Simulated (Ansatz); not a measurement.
Rh

```cif
data_structure
_symmetry_space_group_name_H-M 'P 1'
_symmetry_Int_Tables_number 1
_cell_length_a 5.5342
_cell_length_b 5.5342
_cell_length_c 5.5342
_cell_angle_alpha 90.000
_cell_angle_beta 90.000
_cell_angle_gamma 90.000
_cell_volume 169.49
loop_
_atom_site_label
_atom_site_type_symbol
_atom_site_fract_x
_atom_site_fract_y
_atom_site_fract_z
_atom_site_occupancy
Rh1 Rh 0.75000 0.25000 0.25000 1
Rh2 Rh 0.25000 0.75000 0.25000 1
Rh3 Rh 0.25000 0.25000 0.75000 1
Rh4 Rh 0.75000 0.75000 0.75000 1
Rh5 Rh 0.50000 0.00000 0.00000 1
Rh6 Rh 0.00000 0.50000 0.00000 1
Rh7 Rh 0.00000 0.00000 0.50000 1
Rh8 Rh 0.50000 0.50000 0.50000 1
```

Space group Fd-3m; set up as Rh, diamond; a generated structure, not necessarily the stable one; changed on purpose from its base cell (volume × 1.04); computed pressure about −5 GPa in this cell; the program warned that a starting moment wasn't kept; spin-polarised, but the moments vanished.

Method: Ansatz 0.2.0, DFT, r2SCAN, plane waves (500 eV) with PAW, scalar-relativistic.

> What will maps of the valence pseudo-density and electron localisation function show?

Rh–Rh (2.40 Å): the density is about 0.66 e/Å³ at the midpoint; the ELF is about 0.30 at the midpoint.

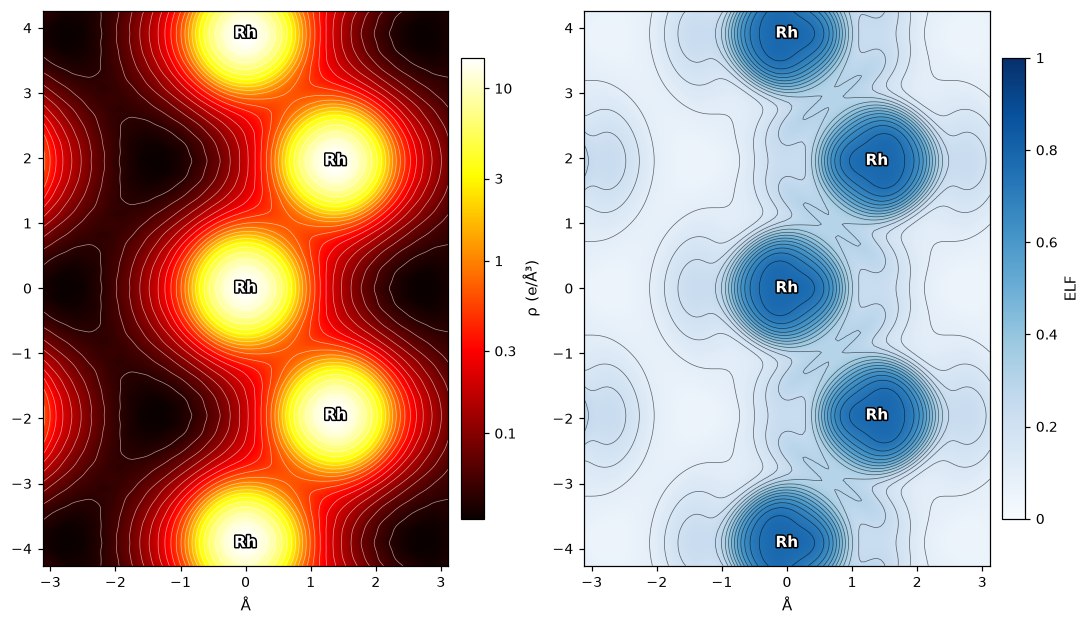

Computed valence pseudo-density and electron localisation function on the (110) plane of the conventional cell, in this order. 

The density is the valence pseudo-density of a PAW calculation; it isn't the true density close to the nuclei.
